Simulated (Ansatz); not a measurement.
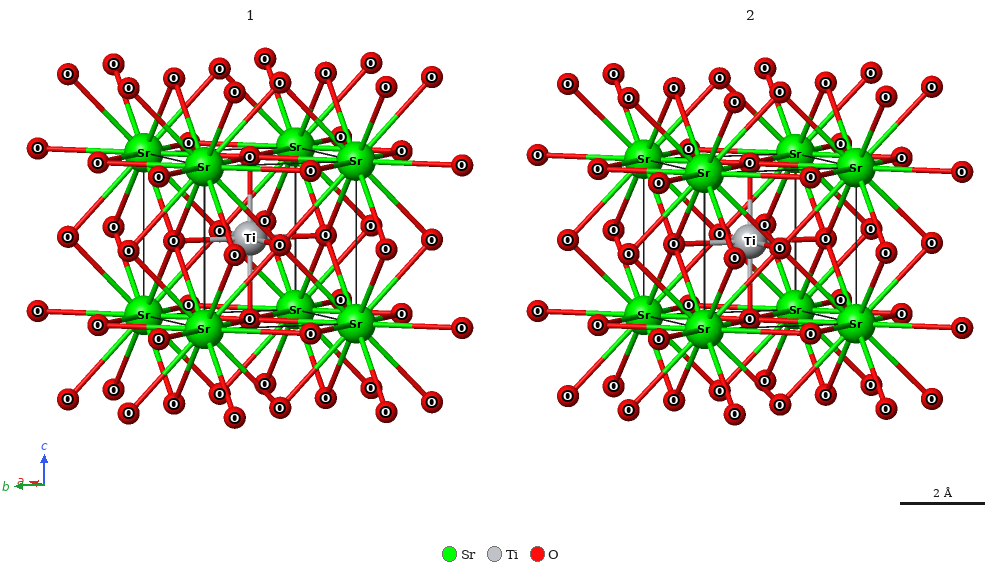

Two geometries of a crystal of SrTiO3 (built on the cubic perovskite type) at its r2SCAN-relaxed geometry: one is the relaxed structure, the other was perturbed away from it. Style: ball-and-stick. Shown: the cell of the calculation, from a free direction.

Computed with DFT, r2SCAN, plane waves, PAW in Ansatz. Set-up: plane-wave cutoff 500 eV; k-point mesh 6 × 6 × 6; occupations fixed; no spin polarisation.

Which is the distorted one, and what does the distortion cost?

Structure 2 is the perturbed one. The cell is strained by −4.0 % along c and none across it (volume −4.0 %). The atoms were relaxed with r2SCAN under that strain, and this is a single point on that geometry. It costs 24.3 meV per atom. Pressure: 0.0 GPa before, 9.0 GPa after. The principal stresses (compression positive) are 17.5 GPa along c and 4.8 GPa across it. All forces vanish by symmetry. Near-neighbour distances before and after: O–Ti 1.953 → 1.875 to 1.953 Å, O–Sr 2.763 → 2.708 to 2.763 Å. The space group (tolerance 0.01 Å) goes from Pm-3m (No. 221) to P4/mmm (No. 123).
